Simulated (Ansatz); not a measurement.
# C: geometry relaxation

The run: geometry relaxation of C (slab, 4 atoms in the cell). Method and program: DFT PBE, scalar-relativistic, plane waves, PAW, no spin polarisation (Ansatz 0.2.0).

The structure derives from a Materials Project entry. It belongs to a series of runs on one base structure; here: (0 0 1) slab, atoms relaxed.

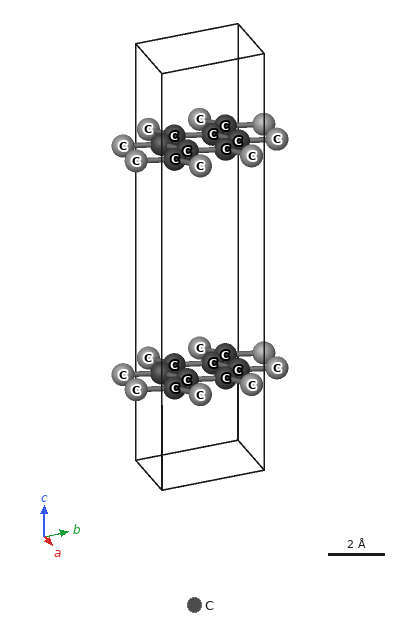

Figure 1. The starting structure (ball-and-stick view of the 2 × 2 repeat of the cell, with the vacuum cut short, seen slightly off an axis; neighbours outside the cell are drawn fainter). An atom can appear more than once, as a periodic image. Near neighbours in the periodic cell (some may lie outside the picture): C has 3 C at 1.42 Å.

Summary:

```json
{"quantity": "outcome", "value": "converged"}
{"quantity": "electrons treated", "value": "16"}
{"quantity": "free energy", "value": "−1003.7653 eV"}
{"quantity": "work function, top face", "value": "4.25 eV"}
{"quantity": "work function, bottom face", "value": "4.25 eV"}
{"quantity": "Fermi energy", "value": "−1.036 eV"}
{"quantity": "gap on the k-point mesh", "value": "none (metallic)"}
{"quantity": "final volume", "value": "123.91 Å³"}
{"quantity": "work function (upper face)", "value": "4.25 eV"}
{"quantity": "largest force (length of the vector) at the end", "value": "under 0.001 eV/Å"}
{"quantity": "hardware", "value": "1 thread of Intel Xeon (Sapphire Rapids), 16 GiB of memory available, shared host"}
{"quantity": "wall time", "value": "6.7 s"}
{"quantity": "peak memory", "value": "0.43 GiB"}
```

Warnings of the run: the exchange-correlation potential is rough where the density is thin.

Input:
```yaml
crystal:
  lattice:
    - [2.4663511032, 0.0, 0.0]
    - [-1.2331755516, 2.13592271, 0.0]
    - [0.0, 0.0, 23.5214856148]
  atoms:
    - { symbol: C, position: [0.3333333333, 0.6666666667, 0.3188574107] }
    - { symbol: C, position: [0.6666666667, 0.3333333333, 0.3188574107] }
    - { symbol: C, position: [0.3333333333, 0.6666666667, 0.6811425893] }
    - { symbol: C, position: [0.6666666667, 0.3333333333, 0.6811425893] }
basis:
  ecutwfc: 420
kpoints:
  mp_grid: { grid: [15, 15, 1] }
hamiltonian:
  xc: pbe
scf:
  occupations: { method: gaussian, width: 0.1 }
output:
  forces: true
  eigenvalues: true
  write_density: true
  write_potential: true
  elf: true
  volumetric_format: npy
relax:
  adjacent_minimum: "off"
  f_tol: 0.02
  max_steps: 60
efield:
  axis: 3
  dipole_correction: true
  ramp_width: 0.04
```

Command:
```bash
ansatz run input.yaml --threads 1 --pin off --max-ram 2560MiB --backend cpu --events-out ev --progress --plain --runs-dir out
```

The program's output:
```
Engine: ansatz 0.2.0, x86_64-unknown-linux-gnu
Pseudopotentials: kind: paw
Pseudopotential: C, paw, valence charge 4, recommended cutoff 420 eV (normal), C.paw.azcp
Functional definition: PBE
  parameter kappa = 0.804
  parameter beta = 0.06672455060314922
  exchange = pbe_x(kappa = kappa, mu = beta*pi^2/3)
  correlation = pbe_c(beta = beta)
Crystal: 4 atoms, lattice volume = 123.910 Å³
Basis set: ecut = 420 eV, 2341 PW (Γ), exchange–correlation on 36×36×320 points (8 copies of the dense FFT grid, shifted against one another)
Bands: 12, of which v1, the nominal top of the filled ones, is band 8 counted from 1 (7 counted from 0)
Symmetry: 12 space group operations
k-points: 27 of 225
Non-local potential: C, projectors of the file, l = 0: 2, l = 1: 2, l = 2: 1
PAW form: soft (Blöchl's): semilocal exchange-correlation on the pseudo side does not see the compensation charge
PAW one-centre angular grid: C, 110 points (default); XC on 64 Gauss nodes
Initial density: superposition of atomic densities (neutral atoms: chi_scale 0, normalization atom), corrected by the library's trained network
Initial wavefunctions: pseudopotential atomic-orbital guess
Functional: x = pbe(κ = 0.804, μ = 0.2195149727645171), c = pbe(β = 0.06672455060314922)
SCF iter   1: F=—  HF=-1003.765444 eV  |F-HF|=—  |Δ(HF+E_count)|=         —  Δρ=2.23e-3  dr2=5.39e-3  ethr=1.77e-3  p=0.000 e·Å  D=1.74e-13 V/Å  ΔV_dip=-0.00 eV  dr2_dipole=4.22e-12  V_vac-E_F(+/−)=4.35/4.35 eV  ⟨swp⟩=6.2  Hψ=2145  notcnv=0
efield: sawtooth ramp at fractional position 0.9800 (placed from the atoms, in the widest stretch of the axis that holds none; the zero of the levels goes with the place), width 0.0400; the density the first Hamiltonian is built on has a dipole p = 0.000 e·Å; the dipole correction subtracts the counter field D = 1.74e-13 V/Å, which shifts the + side's vacuum level by -0.00 eV against the − side's; the planar-averaged density in the ramp window peaks in size at 5.1e-5 e/Å³
preconditioner: auto → LDOS  [metal: Δε(μ)=0.000 eV  Ē_g=14.787 eV  σ=0.100 eV  W_gap=0.00  n_scr=14 (ndim 8)  ℏωp=13.3 eV  f_vac=0.671  D(μ)=0.40/eV (n_scr^D=4)  β→1.0]
SCF iter   2: F=—  HF=-1003.765318 eV  |F-HF|=—  |Δ(HF+E_count)|=   1.26e-4  Δρ=4.65e-4  dr2=2.61e-4  ethr=3.37e-5  p=0.000 e·Å  D=1.54e-5 V/Å  ΔV_dip=-0.00 eV  dr2_dipole=8.16e-10  V_vac-E_F(+/−)=4.22/4.22 eV  ⟨swp⟩=2.7  Hψ=874  notcnv=0
iter 3 did not close the SCF: its close was put off for the readings that it lacked (scf_convergence_deferred on its scf_iter line)
SCF iter   3: F=-1003.765263 eV  HF=-1003.765255 eV  |F-HF|=7.34e-6  |Δ(HF+E_count)|=   6.25e-5  Δρ=7.50e-5  dr2=7.82e-6  ethr=1.63e-6  p=0.000 e·Å  D=4.51e-6 V/Å  ΔV_dip=-0.00 eV  dr2_dipole=4.42e-10  V_vac-E_F(+/−)=4.25/4.25 eV  ⟨swp⟩=2.0  Hψ=584  notcnv=0
iter 4 did not close the SCF: its close was put off for the readings that it lacked (scf_convergence_deferred on its scf_iter line)
SCF iter   4: F=-1003.765265 eV  HF=-1003.765266 eV  |F-HF|=6.59e-7  |Δ(HF+E_count)|=   1.02e-5  Δρ=1.78e-5  dr2=1.28e-6  ethr=4.89e-8  p=-0.000 e·Å  D=-2.10e-7 V/Å  ΔV_dip=0.00 eV  dr2_dipole=7.26e-13  V_vac-E_F(+/−)=4.25/4.25 eV  ⟨swp⟩=2.7  Hψ=615  notcnv=0
iter 5 did not close the SCF: its close was put off for the readings that it lacked (scf_convergence_deferred on its scf_iter line)
SCF iter   5: F=-1003.765266 eV  HF=-1003.765266 eV  |F-HF|=5.58e-8  |Δ(HF+E_count)|=   6.90e-8  Δρ=3.07e-6  dr2=6.51e-9  ethr=7.98e-9  p=0.000 e·Å  D=1.84e-7 V/Å  ΔV_dip=-0.00 eV  dr2_dipole=2.39e-12  V_vac-E_F(+/−)=4.25/4.25 eV  ⟨swp⟩=2.0  Hψ=451  notcnv=0
iter 6 did not close the SCF: its close was put off until two iterations running show no level that it waits for move by more than its bar (scf_convergence_deferred on its scf_iter line)
SCF iter   6: F=-1003.765266 eV  HF=-1003.765266 eV  |F-HF|=4.58e-9  |Δ(HF+E_count)|=   5.45e-8  Δρ=6.35e-7  dr2=2.05e-10  ethr=4.07e-11  p=0.000 e·Å  D=4.74e-8 V/Å  ΔV_dip=-0.00 eV  dr2_dipole=1.18e-13  V_vac-E_F(+/−)=4.25/4.25 eV  ⟨swp⟩=9.4  Hψ=2571  notcnv=0
SCF iter   7: F=-1003.765266 eV  HF=-1003.765266 eV  |F-HF|=3.39e-11  |Δ(HF+E_count)|=   4.64e-9  Δρ=5.20e-8  dr2=3.13e-12  ethr=1.28e-12  p=-0.000 e·Å  D=-9.86e-9 V/Å  ΔV_dip=0.00 eV  dr2_dipole=5.95e-15  V_vac-E_F(+/−)=4.25/4.25 eV  ⟨swp⟩=5.6  Hψ=2001  notcnv=0
SCF 1 converged in 7 iterations: F = -1003.765266 eV  dr2 = 3.13e-12
  greatest PAW one-centre occupation: 0.672 electrons in one spin orbital (limit 2), on the C atom at site 1 (counted from 0), in its partial waves of l = 0
relax step   1: F+E_penalty+E_count = -1003.76526582 eV  Δ(F+E_penalty+E_count) = +0.000e0 eV  max|allowed force component| = 3.717e-6 eV/Å  Δτ_max = 0.0000 Å  (7 SCF iters, dr2 threshold 1.00e-5 eV, accepted)
Initial density: handed on by an earlier stage of this run
Initial wavefunctions: those handed on with the density
iter 1 solved again at ethr=1.00e-12 eV; its pass at ethr=3.10e-3 eV (dr2=5.55e-11 eV) is discarded
SCF iter   1: F=—  HF=-1003.765207 eV  |F-HF|=—  |Δ(HF+E_count)|=         —  Δρ=4.05e-7  dr2=5.41e-11  ethr=1.00e-12  p=-0.000 e·Å  D=-9.86e-9 V/Å  ΔV_dip=0.00 eV  dr2_dipole=5.91e-15  V_vac-E_F(+/−)=4.25/4.25 eV  ⟨swp⟩=2.2  Hψ=1512  notcnv=0
efield: sawtooth ramp at fractional position 0.9800 (handed on by an earlier solve), width 0.0400; the density the first Hamiltonian is built on has a dipole p = -0.000 e·Å; the dipole correction subtracts the counter field D = -9.86e-9 V/Å, which shifts the + side's vacuum level by +0.00 eV against the − side's; the planar-averaged density in the ramp window peaks in size at 5.6e-8 e/Å³
preconditioner: auto → LDOS  [metal: Δε(μ)=0.000 eV  Ē_g=14.678 eV  σ=0.100 eV  W_gap=0.00  n_scr=14 (ndim 8)  ℏωp=13.3 eV  f_vac=0.673  D(μ)=0.40/eV (n_scr^D=4)  β→1.0]
SCF iter   2: F=-1003.765266 eV  HF=-1003.765266 eV  |F-HF|=1.09e-10  |Δ(HF+E_count)|=   5.92e-5  Δρ=3.74e-7  dr2=5.31e-11  ethr=1.00e-12  p=0.000 e·Å  D=1.13e-8 V/Å  ΔV_dip=-0.00 eV  dr2_dipole=3.27e-15  V_vac-E_F(+/−)=4.25/4.25 eV  ⟨swp⟩=9.5  Hψ=2079  notcnv=0
SCF 2 converged in 2 iterations: F = -1003.765266 eV  dr2 = 5.31e-11
  greatest PAW one-centre occupation: 0.672 electrons in one spin orbital (limit 2), on the C atom at site 0 (counted from 0), in its partial waves of l = 0
relax step   2: F+E_penalty+E_count = -1003.76526582 eV  Δ(F+E_penalty+E_count) = +1.637e-11 eV  max|allowed force component| = 8.437e-7 eV/Å  Δτ_max = 0.0000 Å  (2 SCF iters, accepted)
WARN: The output density's exchange-correlation potential varies sharply where the density is thin. Do not read a vacuum level from v_tot or v_xc, or from such a field of the output density. On a cell that repeats whose density bears no net charge and no dipole along the vacuum's axis use v_es (v_loc + v_h of the components); under efield.dipole_correction with no amplitude use v_es + v_field, which holds any external_charges[].barrier, or the levels of the report's work_function block, which leave it out; under a non-zero efield.amplitude the vacuum is tilted and has no level; on a cell that repeats and bears such a dipole with no correction it is tilted too, and efield.dipole_correction with no amplitude gives each side of its ramp a level where efield: is served; in a cell that repeats whose density bears a net charge (total_charge, or a fill off its count) it is curved and has none; of a slab under crystal.periodic whose density bears no net charge use v_es, which has a level on each side, short of where the two are joined; of another it falls or rises all the way out and has none; of a slab beside external_charges read slab_vacuum_level instead, which it has where they leave it neutral. The grid or the basis barely resolves most such structure, and the values can differ between equally converged runs; as a rule a tighter scf.convergence.dr2_threshold does not remove it. Where the density itself ripples (under the LDA too) a higher basis.ecutwfc lessens it. The files hold the spikes' plane waves up to the density's cutoff. Files: v_tot_of_output_density and the like, and their columns of v_z.tsv (output.write_potential); v_xc_of_output_density and the like, and their columns of v_comp_z.tsv (output.write_potential_components). Measured: with its Gaussian average of σ = 0.25 Å subtracted twice, the exchange-correlation potential is over 0.1 eV at 434 of the grid points where the equally averaged density (valence and model cores) is under 1e-3 e/Å³, and 0.647 eV at the most among them, at an averaged density of 5.2e-6 e/Å³. The input density's (outcome.potential() and, of a run that writes arrays, v_tot and v_xc) is over 0.1 eV, so measured, at 426 points of its own thin density, 0.646 eV at the most. See output.write_potential in the manual, Limitations
SCF converged after 2 iterations
Free energy (F): -1003.765266 eV
Harris-Foulkes:  -1003.765266 eV  (|F-HF|=1.09e-10)
Internal energy: -1003.763260 eV  (E = F + TS)
E sigma→0 (E₀):  -1003.764263 eV
Entropy (-TS):   -0.002006 eV (-0.502 meV/atom)
Fermi energy:    -1.035545 eV
Dipole field:    D = -0.000000 V/Å  (p = -0.000000 e·Å, saw-weighted, corrected)
Work function:   Φ+ = 4.2457 eV   Φ− = 4.2457 eV
Levels:          The Fermi level and band energies are counted from a zero that moves with the ramp; work functions are not
--- Per-component energies (eV) ---
  E_band       = -162.943092
  E_kinetic    = 363.229686
  E_local      = -4542.344275  (includes V_loc(G=0)·N_el)
  E_nonlocal   = 109.141203
  E_hartree    = 2085.846314
  E_xc         = -191.832809
  E_vxc        = -237.471134  (∫ρ·V_xc dr)
  E_paw        = -397.356829  (= ΣΔE_a)
  E_vpaw       = -27.191028  (= ΣTr[D̂ρ^β])
  E_aug_tail   = 0.000029  (compensation charges beyond the density's cutoff)
  E_efield     = 0.000000  (sawtooth field / dipole correction)
  E_vefield    = 0.000000  (∫n·V_field dr)
  E_ewald      = 1569.553421
  E_smearing   = -0.002006  (= −TS)
  E_closure    = 0.000000  (closes the sum)
  Σ components = -1003.765266   (vs F -1003.765266, Δ=0.00e0)
--- Forces (eV/Å), atoms counted from 1 ---
  atom   1  C      0.00000000    -0.00000000     0.00000095
  atom   2  C      0.00000000     0.00000000     0.00000095
  atom   3  C      0.00000000    -0.00000000    -0.00000074
  atom   4  C      0.00000000     0.00000000    -0.00000074
  max |Σ_I F_I| component: 4.16e-7 eV/Å
--- Band table (eV; the first three rows and the last of 27) ---
  k-point 0: bands = ["-20.5552", "-20.5552", "-8.6540", "-8.6538", "-4.0845", "-4.0845", "-4.0843", "-4.0843", "2.0572", "2.3922", "2.8551", "3.6487"]
  k-point 1: bands = ["-20.4503", "-20.4503", "-8.5285", "-8.5283", "-4.5091", "-4.5091", "-4.3066", "-4.3064", "2.2001", "2.5341", "2.9995", "3.7904"]
  k-point 2: bands = ["-20.1364", "-20.1364", "-8.1540", "-8.1539", "-5.6369", "-5.6369", "-4.8700", "-4.8699", "2.6287", "2.9599", "3.4321", "4.2149"]
  k-point 26: bands = ["-13.6405", "-13.6405", "-13.6405", "-13.6405", "-11.6019", "-11.6018", "-1.0357", "-1.0357", "-1.0354", "-1.0354", "9.5689", "9.5867"]
--- Relaxed structure (2 steps of the walk, 2 accepted, 0 SCFs on fresh bases) ---
  F+E_penalty+E_count = -1003.76526582 eV   max|allowed force component| = 8.437e-7 eV/Å
  atoms:
    - { symbol: C, position: [0.3333333333333333, 0.6666666666666666, 0.31885741069999995] }
    - { symbol: C, position: [0.6666666666666666, 0.3333333333333333, 0.31885741069999995] }
    - { symbol: C, position: [0.3333333333333333, 0.6666666666666666, 0.6811425892999999] }
    - { symbol: C, position: [0.6666666666666666, 0.3333333333333333, 0.6811425892999999] }
```

Trajectory as extended XYZ (Å, eV, eV/Å), 2 frames, from step=1 to step=2:
```
4
Lattice="2.4664 0.0000 0.0000 -1.2332 2.1359 0.0000 0.0000 0.0000 23.5215" Properties=species:S:1:pos:R:3:forces:R:3 step=1 energy=-1003.76527
C     0.0000    1.4239    7.5000    0.0000   0.0000   0.0000
C     1.2332    0.7120    7.5000    0.0000   0.0000   0.0000
C     0.0000    1.4239   16.0215    0.0000   0.0000   0.0000
C     1.2332    0.7120   16.0215    0.0000   0.0000   0.0000
4
Lattice="2.4664 0.0000 0.0000 -1.2332 2.1359 0.0000 0.0000 0.0000 23.5215" Properties=species:S:1:pos:R:3:forces:R:3 step=2 energy=-1003.76527
C     0.0000    1.4239    7.5000    0.0000   0.0000   0.0000
C     1.2332    0.7120    7.5000    0.0000   0.0000   0.0000
C     0.0000    1.4239   16.0215    0.0000   0.0000   0.0000
C     1.2332    0.7120   16.0215    0.0000   0.0000   0.0000
```

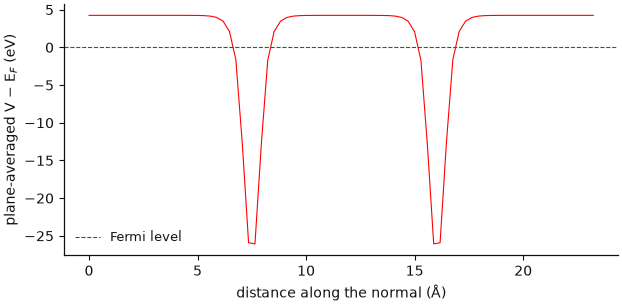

Figure 2. Plane average of the electrostatic potential energy of an electron across the cell, from the Fermi level. The vacuum level lies 4.25 eV above the Fermi level.

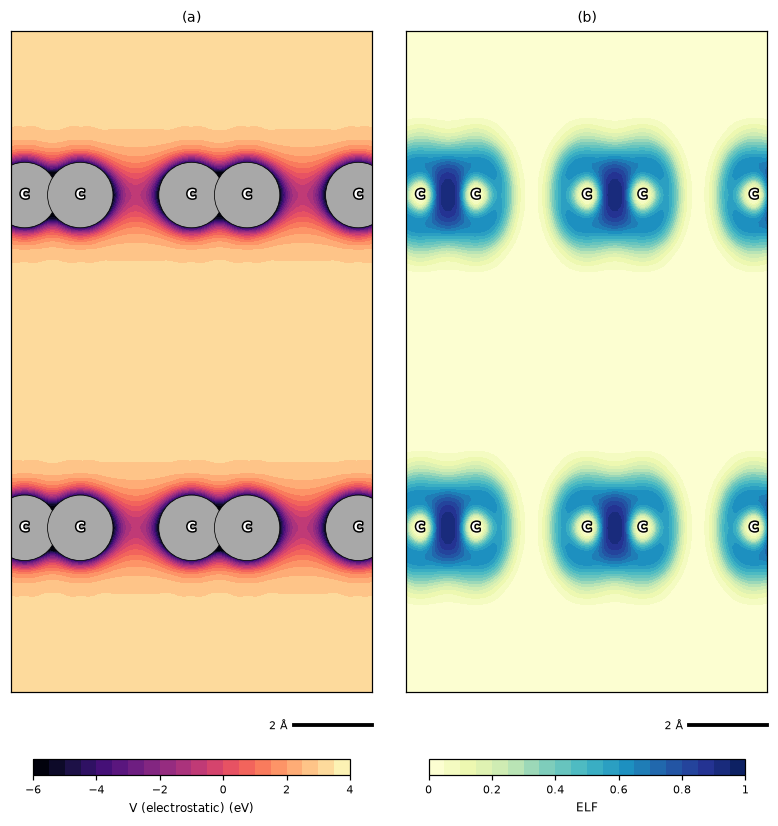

Figure 3. (a) electrostatic potential (local pseudopotential plus Hartree) felt by an electron; (b) ELF on the (110) plane of the calculation cell, a cut from vacuum to vacuum. Grey discs, where drawn, cover atomic cores. The section cuts through C sites. C–C (1.42 Å): the ELF peaks at about 0.95 between the atoms, which marks localised, shared-pair bonding. The fields are those of the smooth PAW valence density.

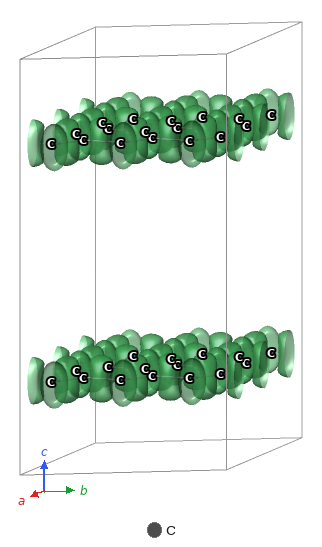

Figure 4. Isosurface of the ELF at 0.7 (green), seen slightly off an axis. Only the valence region is drawn (cores and ρ < 0.01 e/Å³ removed). Sticks mark near contacts. Along the contacts the grid gives the following. C–C (1.42 Å): the ELF peaks at about 0.95 between the atoms, which marks localised, shared-pair bonding.
